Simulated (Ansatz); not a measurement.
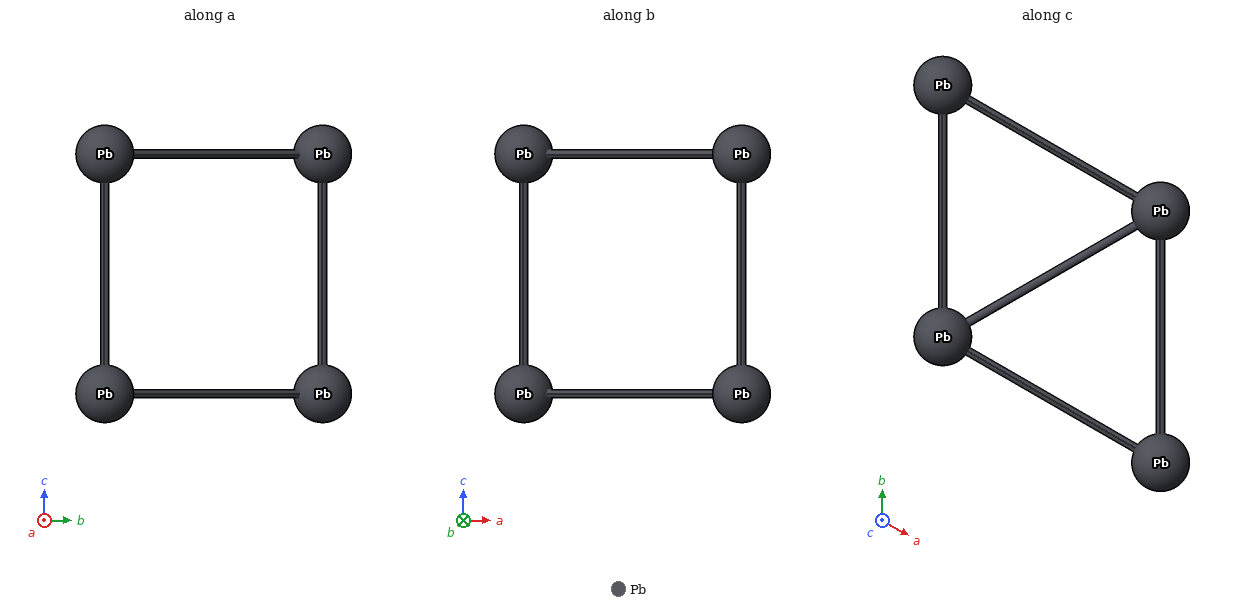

The structure above is drawn in ball-and-stick style and viewed along the a axis, along the b axis and along the c axis. The frame is the conventional unit cell; atoms at its boundary are shown with their periodic copies.

The lattice constants are a = 3.351 Å, b = 3.351 Å, c = 3.194 Å, α = 90.00°, β = 90.00°, γ = 120.00°.

The composition is Pb.

### Identify the space group.

P6/mmm (No. 191), with Pb on 1a.

### Give the prototype.

Simple hexagonal.

### What is the topology of the bonding, in broad terms?

The bonds build a three-dimensional framework.

The initial geometry was a textbook structure type filled with this element (whether it is the usual form wasn't checked). The picture shows the end point of a geometry optimisation with Ansatz 0.2.0, DFT PBEsol, scalar-relativistic, plane waves, PAW.
